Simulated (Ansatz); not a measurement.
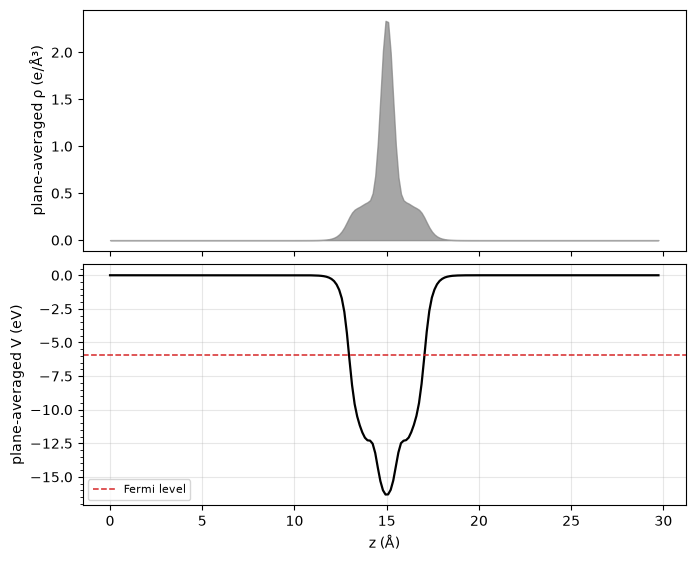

*HfS2. Plane average of the electrostatic potential (local pseudopotential plus Hartree) felt by an electron and of the valence pseudo-density across the slab.*

A structure generated by program, which may or may not match a known phase.

Method: Ansatz, DFT r2SCAN, scalar-relativistic, plane waves, PAW.

Core electrons are frozen (PAW), and the valence fields are smoothed inside the atomic spheres.

How far above the Fermi level of the calculation is the vacuum level?

Answer. 5.9 eV. The slab has a gap, so the Fermi level lies inside it and this isn't a work function in the metallic sense.

How thick is the slab, and how wide the vacuum?

Answer. The outermost nuclei are 2.9 Å apart, in 3 atomic planes; the vacuum between periodic images is 27.0 Å wide.
